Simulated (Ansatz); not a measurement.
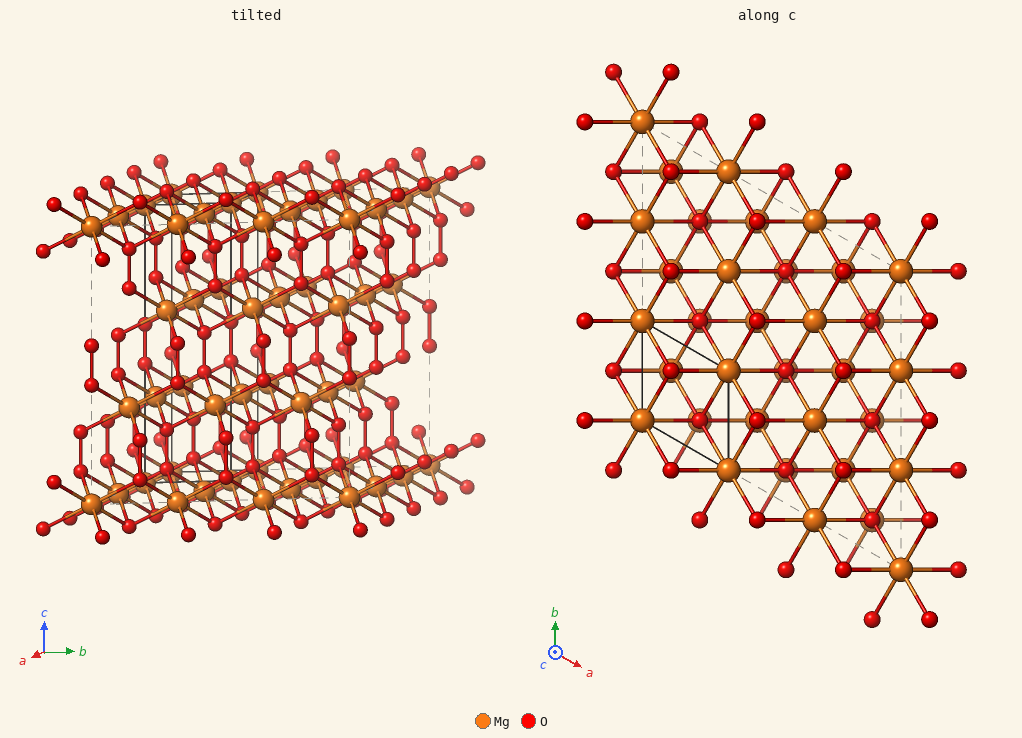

Ball-and-stick drawing of the structure, looking slightly off an axis and along the c axis. 3×3×1 cells are drawn; the solid outline is the conventional unit cell. A few atoms beyond the faces are included.

MgO2, space group R-3m (No. 166), a = 3.13 Å, b = 3.13 Å, c = 9.96 Å, α = 90.00°, β = 90.00°, γ = 120.00°.

Theory: DFT PBEsol, scalar-relativistic, plane waves, PAW (Ansatz 0.2.0). Numerical settings: an energy cutoff of 420 eV, k-points about 0.20 Å⁻¹ apart, Gaussian smearing of 0.05 eV, no spin polarisation.

### What does the calculation say: metal or gapped?

An insulator at this level, with a gap of 3.29 eV on the k-mesh (the true edges may lie between mesh points, so the gap can be somewhat smaller).

### Under what pressure is the structure?

The computed pressure is 12.4 GPa (compressed: it would expand). The stress isn't hydrostatic: its largest component is 25.1 GPa.

The structure comes from a structure listed in the Materials Project. The cell was then strained or its atoms displaced on purpose. A calculation with Ansatz used it as input.

At this level of theory the run's own cell isn't at rest (compressed, at 12 GPa and forces up to 1.0 eV/Å), so its distances can differ from those at equilibrium, the more so the softer the solid.
